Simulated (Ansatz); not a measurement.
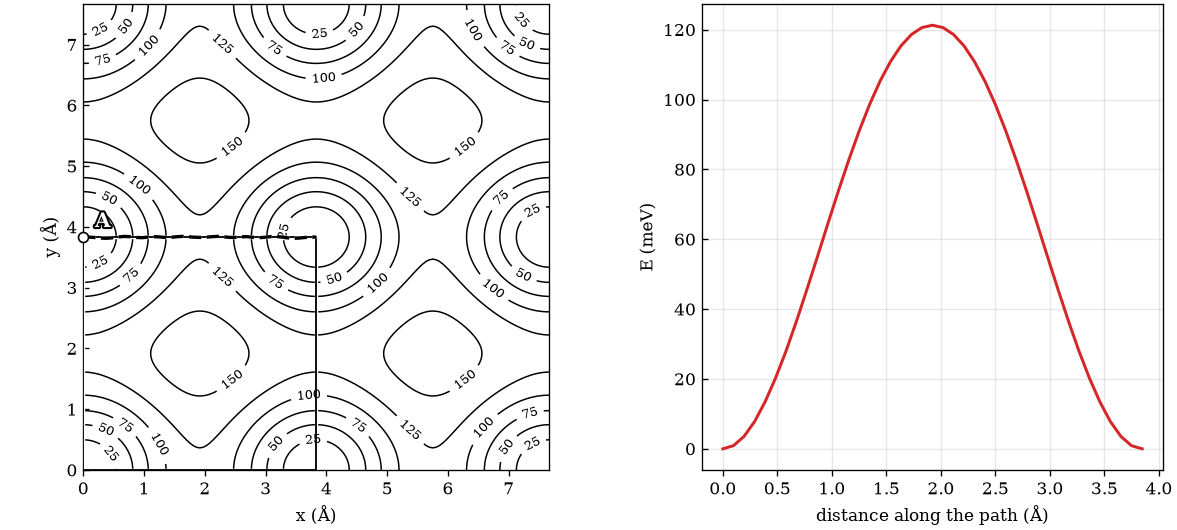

N on a Si(100) slab cut from the Fd-3m phase, its upper half relaxed before the scan (4 atoms of substrate and one adsorbate in a 1 × 1 cell). N is moved over the surface cell at a fixed height above a rigid substrate; the origin of the map has the adsorbate above Si4; the height is held at 3.00 Å. Places are given modulo a cell vector. The map is drawn in real space over the plane of the surface. Grid: 8 × 8 points; 25 points were computed and 39 follow by symmetry. Energies: meV, counted from the lowest grid point. With one adsorbate in each 1 × 1 cell, its nearest image is 3.8 Å away, so neighbouring adsorbates interact. At a fixed height the lowest place need not be the adsorption site. Computed with DFT PBE+D3(BJ), scalar-relativistic, plane waves, PAW in Ansatz 0.2.0. Settings: cutoff 420 eV, k-mesh 7×7×1, gaussian smearing 0.05 eV, spin-polarised.

Drawn: contour lines labelled in meV, a line along the lowest path, the outline of one cell of the 2 × 2 shown, the energy along the path at the right, the start A. Between grid points the surface is interpolated.

Describe the path and its barrier.

Answer. The easiest path leads from the well at the top site over a surface Si atom, (0/8, 0/8) of the cell vectors to its copy one period on. Its highest point lies about 121 meV above the bottom of the first well on the interpolated surface, at a bridge site between two Si atoms, (4/8, 0/8) of the cell vectors. This is the barrier on the constrained surface; relaxing the other coordinates would change it.

PAW datasets: the set soft_1.
